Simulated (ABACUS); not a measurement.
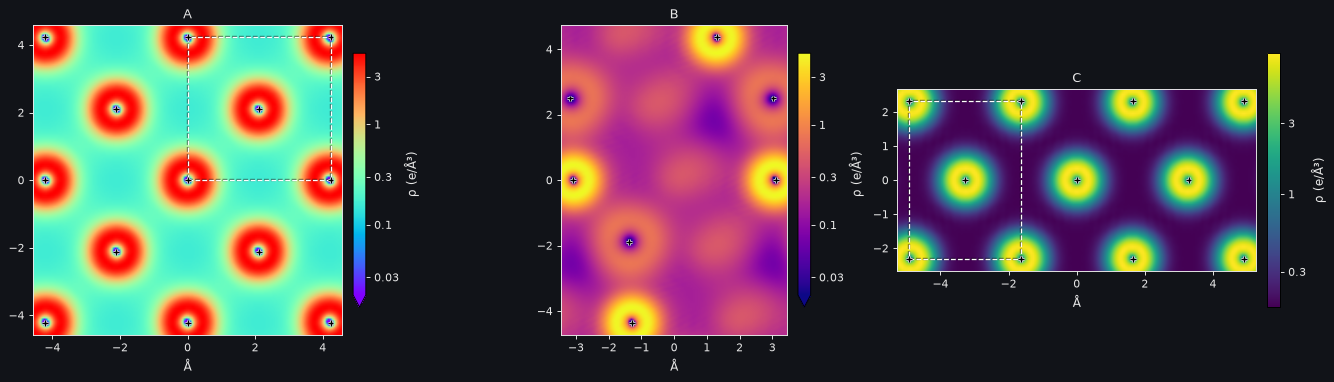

The valence electron density of 3 systems, each on a plane through atoms (crosses mark nuclei in the plane).

Method: ABACUS, Kohn-Sham DFT of a periodic cell, PBE, PseudoDojo NC SR 0.4.1 PBE standard.

System 1: Nb, the (100) plane of the conventional cell. Space group Fm-3m.

System 2: Ti, the (110) plane of the conventional cell. Space group Im-3m; computed pressure about −2 GPa in this cell.

```
Ti
1.0
     3.28200    0.00000    0.00000
     0.00000    3.28200    0.00000
     0.00000    0.00000    3.28200
Ti
2
Direct
  0.00000 0.00000 0.00000
  0.50000 0.50000 0.50000
```

System 3: NbP, the (11̄0) plane of the conventional cell. Space group P1; a structure from a database of computed crystals, not necessarily the ambient phase; changed on purpose from its base cell (atoms moved at random by about 0.05 A); not relaxed (largest force 1.3 eV/Å).

```
Nb P
1.0
     0.00000   -3.34985    0.00000
     3.34985    0.00000    0.00000
    -1.67492    1.67492    5.74011
Nb P
2 2
Cartesian
  1.6084 -0.0063 2.9324
  1.6472 -1.6857 0.0160
  -0.0628 -1.6276 3.8209
  0.0029 -0.0365 0.8889
```

Question: Match each panel to its system.

Answer: Panel A is system 1, Nb: the plane holds Nb. Nb–Nb (2.99 Å): ρ at the midpoint is about 0.25 e/Å³. Panel B is system 3, NbP: the plane holds Nb and P. Nb–P (2.50 Å): ρ is about 0.46 e/Å³ halfway. Panel C is system 2, Ti: the plane holds Ti. Ti–Ti (2.84 Å): ρ is about 0.18 e/Å³ halfway.
